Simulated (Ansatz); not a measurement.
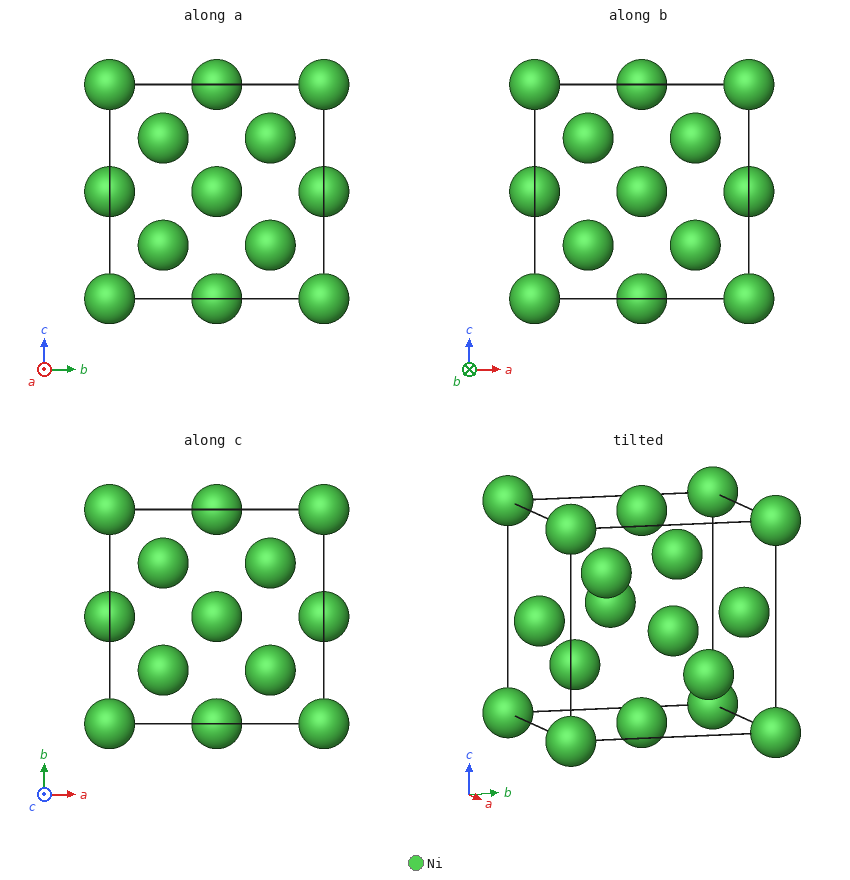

Spheres-only representation of a periodic structure, projected along the a axis, along the b axis, along the c axis and slightly off an axis. One conventional unit cell is framed, with atoms on its boundary repeated.

Lattice parameters: a = 5.1568 Å, b = 5.1568 Å, c = 5.1568 Å, α = 90.000°, β = 90.000°, γ = 90.000°.

**Express the structure as a CIF in P1 with every atom of the cell.**

```cif
data_structure
_symmetry_space_group_name_H-M 'P 1'
_symmetry_Int_Tables_number 1
_cell_length_a 5.1568
_cell_length_b 5.1568
_cell_length_c 5.1568
_cell_angle_alpha 90.000
_cell_angle_beta 90.000
_cell_angle_gamma 90.000
_cell_volume 137.13
loop_
_atom_site_label
_atom_site_type_symbol
_atom_site_fract_x
_atom_site_fract_y
_atom_site_fract_z
_atom_site_occupancy
Ni1 Ni 0.7500 0.7500 0.2500 1
Ni2 Ni 0.0000 0.5000 0.5000 1
Ni3 Ni 0.7500 0.2500 0.7500 1
Ni4 Ni 0.0000 0.0000 0.0000 1
Ni5 Ni 0.2500 0.7500 0.7500 1
Ni6 Ni 0.5000 0.5000 0.0000 1
Ni7 Ni 0.2500 0.2500 0.2500 1
Ni8 Ni 0.5000 0.0000 0.5000 1
```

It goes back to a structure type filled with this element by a generator (whether the element takes this form wasn't checked). Earlier steps of the study may have refined or changed the cell and positions. It was the input of a calculation with Ansatz.

At this level of theory the cell isn't at rest (stretched, at -6 GPa), so its distances can differ from those at equilibrium, the more so the softer the solid.
